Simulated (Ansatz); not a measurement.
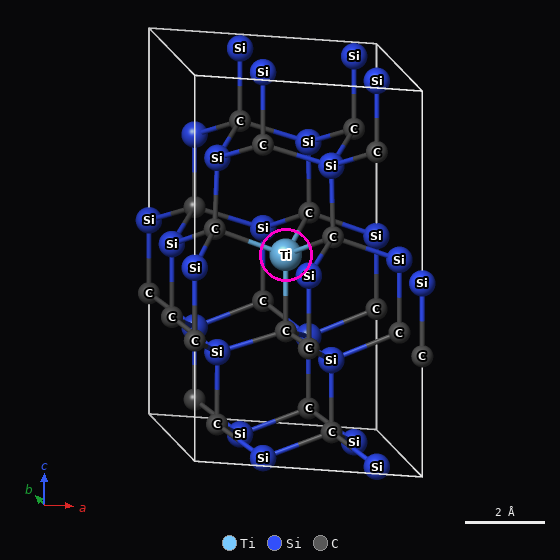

Drawn in the ball-and-stick manner and seen slightly off an axis. The supercell is outlined; an atom on or near a face, edge or corner is repeated at each equivalent position. The host is SiC, in a cell of 32 sites, and the cell carries a charge of -1. A ring marks the defect's site.

How does this supercell depart from the perfect host?

Titanium on a silicon site (a substitutional impurity). It is bonded to four C in a tetrahedral arrangement at about 2.0 Å.

Method: Ansatz 0.2.0, DFT LDA, scalar-relativistic, plane waves, PAW; plane waves up to 420 eV, a 2×2×2 grid in reciprocal space, Gaussian smearing of 0.01 eV, collinear spins.

Is there a net spin in the supercell?

Yes, 0.2 μB in the cell.

The atoms were relaxed in the host's cell with DFT LDA, scalar-relativistic, plane waves, PAW in Ansatz.
